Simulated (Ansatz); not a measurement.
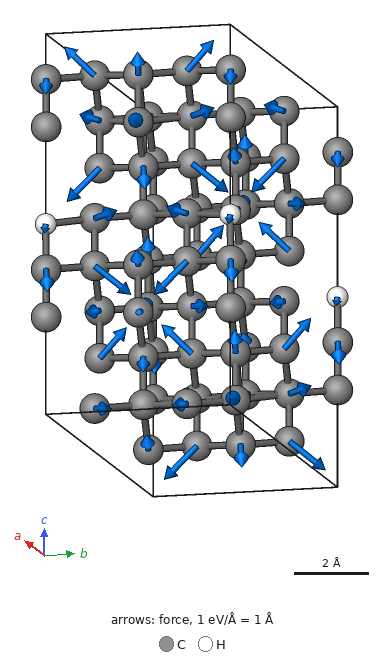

Starting geometry of a defect cell of composition HC16 (cell charge +1) with the computed forces as blue arrows. A ball-and-stick model of the conventional cell (3 times the calculation's cell) (origin shifted), seen from a free direction. Lengths and directions refer to the drawn axes.

It is an interstitial H in diamond C. The run prepares an end point of a later path (interstitial hop) calculation, from a guessed geometry.

Computed with DFT PBE, scalar-relativistic, plane waves, PAW in Ansatz 0.2.0.

The input:
```yaml
crystal:
  lattice:
    - [0.0, 3.57, 3.57]
    - [3.57, 0.0, 3.57]
    - [3.57, 3.57, 0.0]
  atoms:
    - { symbol: C, position: [0.0, 0.0, 0.0] }
    - { symbol: C, position: [0.125, 0.125, 0.125] }
    - { symbol: C, position: [0.0, 0.0, 0.5] }
    - { symbol: C, position: [0.125, 0.125, 0.625] }
    - { symbol: C, position: [0.0, 0.5, 0.0] }
    - { symbol: C, position: [0.125, 0.625, 0.125] }
    - { symbol: C, position: [0.0, 0.5, 0.5] }
    - { symbol: C, position: [0.125, 0.625, 0.625] }
    - { symbol: C, position: [0.5, 0.0, 0.0] }
    - { symbol: C, position: [0.625, 0.125, 0.125] }
    - { symbol: C, position: [0.5, 0.0, 0.5] }
    - { symbol: C, position: [0.625, 0.125, 0.625] }
    - { symbol: C, position: [0.5, 0.5, 0.0] }
    - { symbol: C, position: [0.625, 0.625, 0.125] }
    - { symbol: C, position: [0.5, 0.5, 0.5] }
    - { symbol: C, position: [0.625, 0.625, 0.625] }
    - { symbol: H, position: [0.26249066, 0.246169, 0.74048741] }
total_charge: 1
basis:
  ecutwfc: 420.0
kpoints:
  mp_grid: { grid: [3, 3, 3] }
hamiltonian:
  xc: pbe
scf:
  occupations: { method: gaussian, width: 0.05 }
  lower_state_search: "off"
relax:
  f_tol: 0.03
  max_steps: 60
  adjacent_minimum: "off"
output:
  write_density: true
  write_potential: true
  elf: true
  volumetric_format: npy
```

Run as
```bash
ansatz run input.yaml --threads 1 --pin off --max-ram 3072MiB --backend cpu --events-out ev --progress --plain --runs-dir out
```

Is this structure relaxed? If not, where do the atoms go?

Answer. It isn't relaxed: the largest force vector, on C11, is 1.31 eV/Å. The final displacements have little in common with the starting forces (cosine between the two patterns 0.17). The atom that moves furthest is H17 (0.81 Å roughly along [−2 −2 −1]). By element the largest moves are H 0.81 Å, C 0.15 Å. The cell doesn't change. Some distances before and after: C2–H17 1.586 → 2.353 Å, C11–H17 1.738 → 1.186 Å, C8–H17 1.563 → 1.931 Å, C12–H17 1.495 → 1.186 Å. Bond angles that change, for instance: C11–C16–C15 109.5° → 102.5°, C12–C11–C16 109.5° → 103.7°, C10–C11–C16 109.5° → 115.1°. After 8 geometry steps the energy has fallen by 0.931 eV per cell of the calculation. The largest force component goes from 1.3 to 0.026 eV/Å. Cost: 47 s on 1 thread of Arm Neoverse V2 (shared host), peak memory 0.34 GiB.

Limits of the set-up: the periodic images lie only 5.0 Å apart, so the values are limited by the cell's size; the cell is charged, on a uniform background, and energies carry no finite-size correction.
